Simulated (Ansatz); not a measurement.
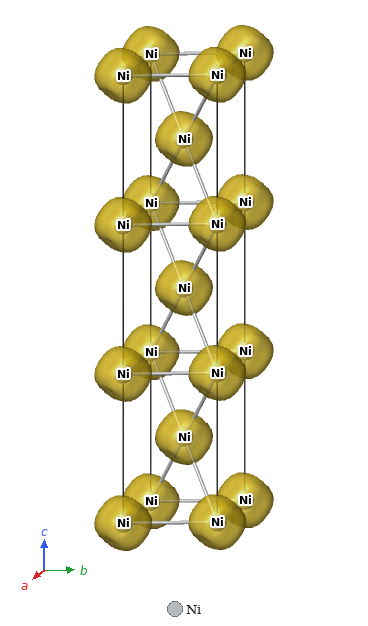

Figure 1: Ni. Isosurface of the spin density at +0.1 e/Å³ (yellow), seen slightly off an axis. Sticks mark near contacts.

Space group Im-3m; a structure from a database of computed crystals, not necessarily the ambient phase; spin-polarised.

These are results of DFT r2SCAN, scalar-relativistic, plane waves, PAW in Ansatz 0.2.0, not measurements.

In a PAW calculation such maps are meaningful between the atoms, not at the nuclei.

Q: Describe the spin distribution.

A: The spin density sits on Ni: +0.7 μB (×6) in one cell of 6 atoms: parallel main moments (a ferromagnetic arrangement) in this solution. The cell of the calculation (6 atoms) carries 3.8 μB of net spin moment.
